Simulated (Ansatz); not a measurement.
Band edges of ZrS₂ in space group P-3m1.

```xyz
3
Lattice="3.6914 0.0000 0.0000 -1.8457 3.1968 0.0000 0.0000 0.0000 6.0411" Properties=species:S:1:pos:R:3 pbc="T T T"
Zr    0.0000    0.0000    0.0000
S     1.8457    1.0656    4.6038
S     0.0000    2.1312    1.4372
```

Method: DFT PBE, spin-orbit coupling, plane waves, PAW; levels and slopes on a dense k mesh at the converged density in Ansatz. Non-magnetic. With an inversion centre and no moment every band is doubly degenerate; a pair is shown and named once. Mesh 24×24×10, interpolated with the band slopes. Unrelaxed database geometry. The cell comes from a database of computed structures, not from a measurement.

Masses come from a second pass at points close to the extrema; at the energies drawn a band may no longer be parabolic.

The gap is indirect, 1.03 eV at this level of theory, which underestimates gaps and can reorder valleys that lie close.

Valence band: six equivalent maxima on the K–Γ line, nearly flat in one direction, with masses 0.40 and 1.26 mₑ across. Band pair 23/24 forms the valence edge; band pair 21/22 begins 0.05 eV lower (at Γ) and band pair 19/20 begins 0.17 eV lower (at Γ). The surfaces also take in Γ and A, where this band lies 0.03 and 0.15 eV below its edge, so they needn't be separate pockets.
Conduction band: three equivalent minima at L, principal masses 0.32, 1.07 and 2.86 mₑ; one minimum at A, 0.53 eV above the edge, nearly flat in one direction, with masses 0.52 and 0.52 mₑ across. Band pair 25/26 forms the conduction edge. The surfaces also take in M, where this band lies 0.17 eV above its edge, so they needn't be separate pockets.

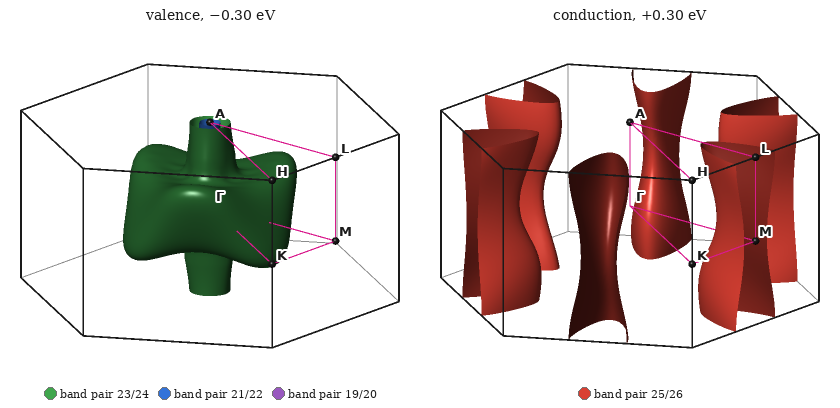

Constant-energy surfaces near the two band edges, measured from each edge.

Where one band's surface lies inside another's, the outer one hides all or part of it.

The mesh is coarse (steps of 0.10 Å⁻¹).
